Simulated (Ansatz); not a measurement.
System: Hf.

```
Hf
1.0
     3.19670    0.00000    0.00000
     0.00000    6.09053    0.00000
     0.00000    0.00000    5.05780
Hf
4
Direct
  0.00000 0.33333 0.25000
  0.50000 0.83333 0.25000
  0.50000 0.16667 0.75000
  0.00000 0.66667 0.75000
```

Space group Cmcm; changed on purpose from its base cell (strain +0.1000 x Voigt [0, 1, 0, 0, 0, 0], atoms carried along); computed pressure about −11 GPa in this cell.

These are results of Ansatz 0.2.0, DFT PBEsol, scalar-relativistic, plane waves, PAW, not measurements.

Q: What will maps of the valence pseudo-density and electron localisation function show?

A: Hf–Hf (3.16 Å): ρ is about 0.19 e/Å³ halfway; the ELF is about 0.25 at the midpoint; no shared electron pair shows on this line.
Hf–Hf (3.24 Å): ρ is about 0.16 e/Å³ halfway; the ELF is about 0.25 at the midpoint; no shared electron pair shows on this line.
Hf–Hf (3.44 Å): the density is about 0.15 e/Å³ at the midpoint; the ELF is about 0.35 at the midpoint.
The ELF has a maximum of about 0.75 in the space between the atoms, on no atom or two-centre bond.

Q: Does the calculation give a band gap?

A: It is metallic or semimetallic at this level of theory: no gap opens.

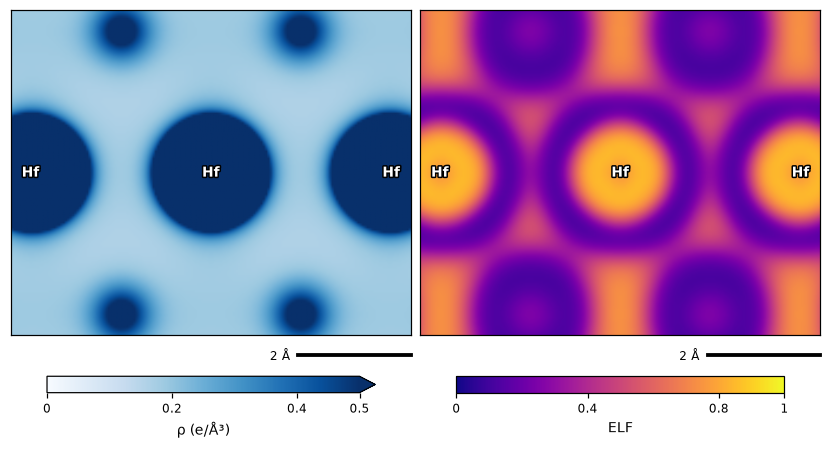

Computed valence pseudo-density and electron localisation function on the (010) plane of the conventional cell, in this order. 
